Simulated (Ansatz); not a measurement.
**Single-point calculation, with input and output: C**

System: C (4 atoms in the cell).
Method: DFT, PBE, dispersion d3bj, plane waves, PAW, no spin polarisation (Ansatz 0.2.0).

Figures and captions count atoms from 1; the log counts them from 0 in places.

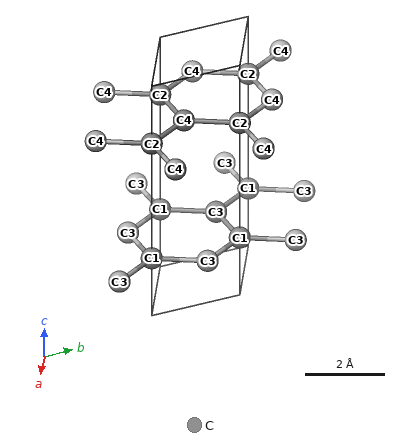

**Figure 1.** The structure as given in the input (ball-and-stick view of the cell of the calculation, seen at an oblique angle; neighbours outside the cell are drawn fainter; atoms are numbered from 1 in the order of the input).

**Results in brief**

```tsv
quantity	value
outcome	converged
space group (tolerance 0.01 Å)	P6₃/mmc (194)
electrons treated	16
free energy	−1004.3395 eV
Fermi energy	6.921 eV
gap on the k-point mesh	none (metallic)
pressure	−0.01 GPa
largest force (length of the vector)	under 0.001 eV/Å
hardware	1 thread of Intel Xeon @ 2.30GHz, 94 GiB of memory available, shared host
wall time	5 s
peak memory	0.4 GiB
```

**Notes**

Settings chosen away from the usual ones: scf.occupations.width set to 0.001 (from 0.1).

**Input file**
```yaml
crystal:
  lattice:
    - [2.4649771174, 0.0, 0.0]
    - [-1.2324885587, 2.1347328034, 0.0]
    - [0.0, 0.0, 6.742372703]
  atoms:
    - { symbol: C, position: [0.0, 0.0, 0.25] }
    - { symbol: C, position: [0.0, 0.0, 0.75] }
    - { symbol: C, position: [0.3333333333, 0.6666666667, 0.25] }
    - { symbol: C, position: [0.6666666667, 0.3333333333, 0.75] }
basis:
  ecutwfc: 420
kpoints:
  mp_grid: { grid: [21, 21, 6] }
hamiltonian:
  xc: pbe
  dispersion: d3bj
scf:
  occupations: { method: gaussian, width: 0.001 }
output:
  forces: true
  eigenvalues: true
  stress: true
```

Launched with:
```bash
ansatz run input.yaml --threads 1 --pin off --max-ram 3072MiB --backend cpu --events-out ev --progress --plain --runs-dir out
```

**Log**
```
Engine: ansatz 0.2.0, x86_64-unknown-linux-gnu
Pseudopotentials: kind: paw
Pseudopotential: C, paw, valence charge 4, recommended cutoff 420 eV (normal), C.paw.azcp
Functional definition: PBE
  parameter kappa = 0.804
  parameter beta = 0.06672455060314922
  exchange = pbe_x(kappa = kappa, mu = beta*pi^2/3)
  correlation = pbe_c(beta = beta)
Crystal: 4 atoms, lattice volume = 35.479 Å³
Basis set: ecut = 420 eV, 665 PW (Γ), exchange–correlation on 36×36×96 points (8 copies of the dense FFT grid, shifted against one another)
Bands: 12, of which v1, the nominal top of the filled ones, is band 8 counted from 1 (7 counted from 0)
Symmetry: 24 space group operations
Space group: P63/mmc (ITA 194), of the structure as read, at distance tolerance 3.3e-5 Å
k-points: 192 of 2646
Non-local potential: C, projectors of the file, l = 0: 2, l = 1: 2, l = 2: 1
PAW form: soft (Blöchl's): semilocal exchange-correlation on the pseudo side does not see the compensation charge
PAW one-centre angular grid: C, 110 points (default); XC on 64 Gauss nodes
Initial density: superposition of atomic densities (neutral atoms: chi_scale 0, normalization atom), corrected by the library's trained network
Initial wavefunctions: pseudopotential atomic-orbital guess
Functional: x = pbe(κ = 0.804, μ = 0.2195149727645171), c = pbe(β = 0.06672455060314922)
SCF iter   1: F=—  HF=-1004.339016 eV  |F-HF|=—  |Δ(HF+E_count)|=         —  Δρ=2.61e-3  dr2=2.04e-3  ethr=1.77e-3  ⟨swp⟩=5.8  Hψ=13312  notcnv=0
preconditioner: auto → none  [metal: Δε(μ)=0.000 eV  Ē_g=15.727 eV  σ=0.001 eV  W_gap=0.00  n_scr=4 (ndim 8)  ℏωp=24.9 eV  f_vac=0.004  D(μ)=1.71/eV (n_scr^D=12)  sad-step TF]
SCF iter   2: F=—  HF=-1004.339515 eV  |F-HF|=—  |Δ(HF+E_count)|=   4.99e-4  Δρ=1.57e-3  dr2=8.86e-4  ethr=1.27e-5  ⟨swp⟩=2.6  Hψ=5475  notcnv=0
SCF iter   3: F=—  HF=-1004.339496 eV  |F-HF|=—  |Δ(HF+E_count)|=   1.95e-5  Δρ=2.60e-4  dr2=9.78e-6  ethr=5.54e-6  ⟨swp⟩=2.1  Hψ=4506  notcnv=0
SCF iter   4: F=—  HF=-1004.339529 eV  |F-HF|=—  |Δ(HF+E_count)|=   3.29e-5  Δρ=5.22e-5  dr2=7.27e-7  ethr=6.11e-8  ⟨swp⟩=2.3  Hψ=4353  notcnv=0
iter 5 did not close the SCF: its close was put off for the readings that it lacked (scf_convergence_deferred on its scf_iter line)
SCF iter   5: F=-1004.339529 eV  HF=-1004.339529 eV  |F-HF|=2.43e-9  |Δ(HF+E_count)|=   2.36e-7  Δρ=1.02e-5  dr2=1.67e-8  ethr=4.55e-9  ⟨swp⟩=2.2  Hψ=4120  notcnv=0
SCF iter   6: F=-1004.339529 eV  HF=-1004.339529 eV  |F-HF|=3.55e-10  |Δ(HF+E_count)|=  9.07e-10  Δρ=1.45e-6  dr2=2.49e-10  ethr=1.04e-10  ⟨swp⟩=2.1  Hψ=8178  notcnv=0
SCF 1 converged in 6 iterations: F = -1004.339529 eV  dr2 = 2.49e-10
  greatest PAW one-centre occupation: 0.673 electrons in one spin orbital (limit 2), on the C atom at site 1 (counted from 0), in its partial waves of l = 0
```

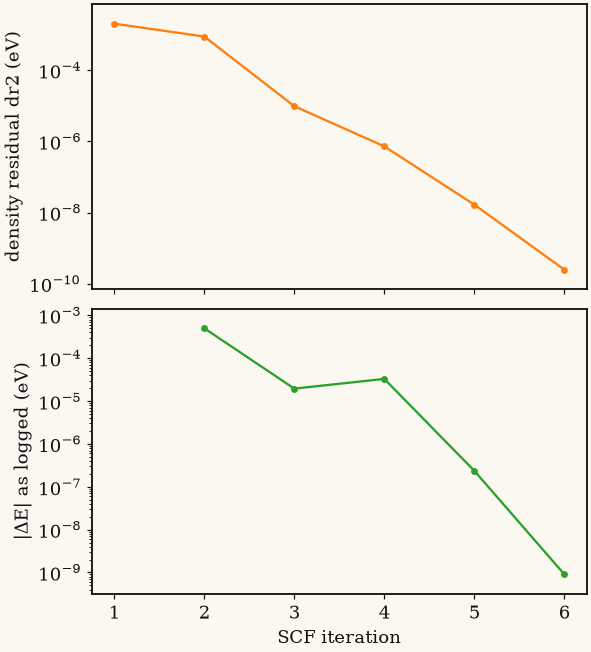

**Figure 2.** Convergence of the self-consistent field: density residual dr2 and size of the energy change against the SCF iteration. The residual falls at every step.

```
SCF converged after 6 iterations
Free energy (F): -1004.339529 eV
Harris-Foulkes:  -1004.339529 eV  (|F-HF|=3.55e-10)
Internal energy: -1004.339528 eV  (E = F + TS)
E sigma→0 (E₀):  -1004.339528 eV
Entropy (-TS):   -0.000001 eV (-0.000 meV/atom)
Fermi energy:    6.920665 eV
--- Per-component energies (eV) ---
  E_band       = -35.168632
  E_kinetic    = 363.776289
  E_local      = -616.058600  (includes V_loc(G=0)·N_el)
  E_nonlocal   = 109.222895
  E_hartree    = 186.469704
  E_xc         = -192.075240
  E_vxc        = -237.828681  (∫ρ·V_xc dr)
  E_paw        = -397.380796  (= ΣΔE_a)
  E_vpaw       = -27.219807  (= ΣTr[D̂ρ^β])
  E_aug_tail   = 0.000030  (compensation charges beyond the density's cutoff)
  E_ewald      = -457.671936
  E_disp       = -0.621875  (pairwise vdW)
  E_smearing   = -0.000001  (= −TS)
  E_closure    = 0.000000  (closes the sum)
  Σ components = -1004.339529   (vs F -1004.339529, Δ=0.00e0)
--- Forces (eV/Å), atoms counted from 1 ---
  atom   1  C      0.00000000     0.00000000     0.00000000
  atom   2  C      0.00000000     0.00000000     0.00000000
  atom   3  C      0.00000000    -0.00000000     0.00000000
  atom   4  C      0.00000000     0.00000000     0.00000000
  max |Σ_I F_I| component: 1.48e-16 eV/Å
--- Stress (GPa, compression-positive) ---
       -0.008361       0.000000       0.000000
        0.000000      -0.008361       0.000000
        0.000000       0.000000      -0.018946
  P = ⅓ Tr σ = -0.0119 GPa (-0.119 kbar)
--- Band table (eV; the first three rows and the last of 192) ---
  k-point 0: bands = ["-12.7198", "-12.4306", "-1.5689", "0.3500", "3.9077", "3.9077", "3.9247", "3.9247", "11.1767", "15.2704", "15.2704", "15.3184"]
  k-point 1: bands = ["-12.7016", "-12.4512", "-1.4601", "0.1926", "3.9090", "3.9090", "3.9236", "3.9236", "11.5104", "15.2737", "15.2737", "15.3155"]
  k-point 2: bands = ["-12.6509", "-12.5065", "-1.1524", "-0.2080", "3.9122", "3.9122", "3.9205", "3.9205", "12.4350", "15.2814", "15.2814", "15.3060"]
  k-point 191: bands = ["-5.6541", "-5.6541", "-5.6477", "-5.6477", "-3.6194", "-3.6194", "6.9207", "6.9207", "6.9397", "6.9397", "17.1038", "17.1038"]
```

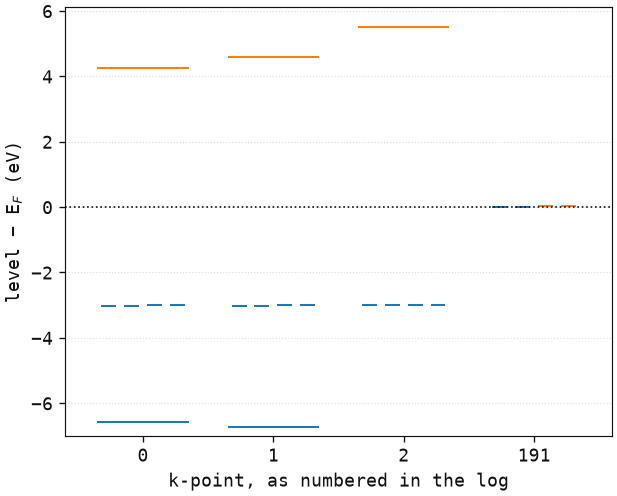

**Figure 3.** Kohn–Sham levels near the Fermi level (dotted) at the few k-points that the log prints; levels within 0.02 eV of each other stand side by side. The system is metallic on the full mesh.
